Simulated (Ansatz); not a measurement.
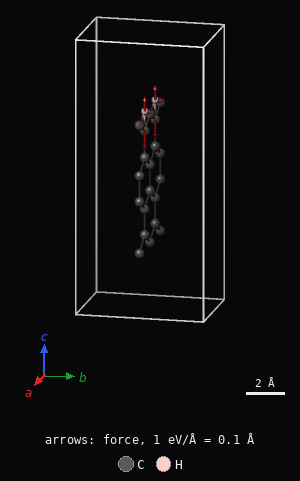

Starting geometry of a slab of composition HC₈ (cut from the P6/mmm phase) with the computed forces as red arrows. A ball-and-stick model of the 2 repeat of the cell, with the vacuum cut short, seen slightly off an axis.

Case: H put at a top C site. The slab is the (1 0 0) face of C with H on it. 4 atoms are held fixed.

These are results of DFT PBEsol, scalar-relativistic, plane waves, PAW (Ansatz 0.2.0), not measurements.

Input
```yaml
crystal:
  lattice:
    - [2.458814022, 0.0, 0.0]
    - [0.0, 8.5228814198, 0.0]
    - [0.0, 0.0, 26.0979846874]
  atoms:
    - { symbol: C, position: [0.0, 0.0, 0.3256956467] }
    - { symbol: C, position: [0.5, 0.0, 0.3528930904] }
    - { symbol: C, position: [0.5, 0.0, 0.4072879777] }
    - { symbol: C, position: [0.0, 0.0, 0.4344854214] }
    - { symbol: C, position: [0.0, 0.0, 0.4894078329] }
    - { symbol: C, position: [0.5, 0.0, 0.5160372344] }
    - { symbol: C, position: [0.5, 0.0, 0.5724452402] }
    - { symbol: C, position: [0.0, 0.0, 0.5961494183] }
    - { symbol: H, position: [0.5, 0.0, 0.6137753004] }
basis:
  ecutwfc: 420
kpoints:
  mp_grid: { grid: [12, 4, 1] }
hamiltonian:
  xc: pbesol
scf:
  occupations: { method: gaussian, width: 0.1 }
output:
  forces: true
  eigenvalues: true
  write_density: true
  write_potential: true
  elf: true
  volumetric_format: npy
relax:
  adjacent_minimum: "off"
  f_tol: 0.03
  max_steps: 70
  constraints: [{ sites: [0, 1, 2, 3] }]
efield:
  axis: 3
  dipole_correction: true
  ramp_width: 0.04
```

Command:
```bash
ansatz run input.yaml --threads 1 --pin off --max-ram 2560MiB --backend cpu --events-out ev --progress --plain --runs-dir out
```

> Is this structure relaxed? If not, where do the atoms go?

It isn't relaxed: the largest force vector, on C7, is 10.63 eV/Å. The final displacements follow the starting forces only in part (cosine between the two patterns 0.66). After 6 geometry steps the energy has fallen by 1.920 eV per cell of the calculation. The largest force component goes from 11 to 0.0041 eV/Å. H9 moves most: 0.58 Å. By element the largest moves are H 0.58 Å, C 0.09 Å. The cell doesn't change. Among the contacts that change: C7–H9 1.079 → 1.683 Å, C8–H9 1.313 → 1.552 Å, C7–C8 1.376 → 1.433 Å, C6–C7 1.472 → 1.440 Å. Bonds break: C7–H9 (1.08 → 1.68 Å). Among the angles between lasting bonds that change: C8–C7–C8 126.6° → 118.2°, C6–C7–C8 116.7° → 120.9°.

Limits of the set-up: the periodic images lie only 2.5 Å apart, so the values are limited by the cell's size.
